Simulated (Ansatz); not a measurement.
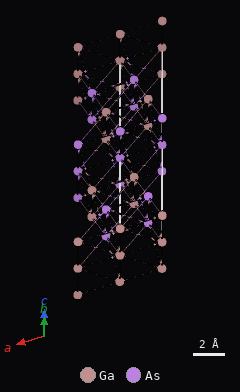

Starting structure of solid GaAs (built on the CuPt (L1 type) (coarse preliminary run). The picture is a ball-and-stick view of the conventional cell (3 times the calculation's cell), repeated 2 × 2 × 1 with one cell outlined, seen from a free direction. Lengths and directions refer to the drawn axes.

Case: CuPt (L1_1) type (R-3m, No. 166).

All numbers below come from DFT r2SCAN, scalar-relativistic, plane waves, PAW in Ansatz 0.2.0.

Input
```yaml
crystal:
  lattice:
    - [1.6194136809, 0.9349689246, 5.1581324651]
    - [-1.6194136809, 0.9349689246, 5.1581324651]
    - [0.0, -1.8699378492, 5.1581324651]
  atoms:
    - { symbol: Ga, position: [0.0, 0.0, 0.0] }
    - { symbol: As, position: [0.5, 0.5, 0.5] }
basis:
  ecutwfc: 500
kpoints:
  mp_grid: { grid: [6, 6, 6] }
hamiltonian:
  xc: r2scan
scf:
  occupations: { method: gaussian, width: 0.1 }
  lower_state_search: "off"
output:
  forces: true
  stress: true
  eigenvalues: true
relax:
  adjacent_minimum: "off"
  f_tol: 0.04
  max_steps: 70
  cell: { stress_tol: 0.4 }
```

Run as
```bash
ansatz run input.yaml --threads 1 --pin off --max-ram 3072MiB --backend cpu --events-out ev --progress --plain --runs-dir out
```

What does the optimiser find from here?

Answer. Over 5 accepted moves (6 points after the start) the energy falls by 163 meV per atom. All forces vanish by symmetry, so only the cell relaxes. Pressure: −8.48 GPa at the start and −0.07 GPa at the end. The SCF was repeated once at an unchanged geometry on a basis and grid sized afresh for the cell, which shifted the energy by 0.6 meV per atom at most. The atoms keep their places relative to the cell (all moves are under 0.005 Å). Cell: a = b 3.239 → 3.103 Å (−4.2 %), c 15.474 → 13.603 Å (−12.1 %). Volume −19.3 %. Near-neighbour distances that change, for instance: Ga1–As2 3.186 → 2.890 Å, As2–As2 3.239 → 3.103 Å, Ga1–Ga1 3.239 → 3.103 Å. The space group stays R-3m (No. 166).

Final geometry:

```xyz
2
Lattice="1.5515 0.8958 4.5342 -1.5515 0.8958 4.5342 0.0000 -1.7915 4.5342" Properties=species:S:1:pos:R:3 pbc="T T T"
Ga    0.0000    0.0000    0.0000
As    0.0000    0.0000    6.8013
```

The end point in the same view:

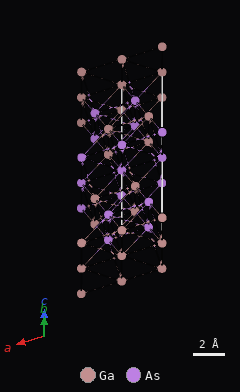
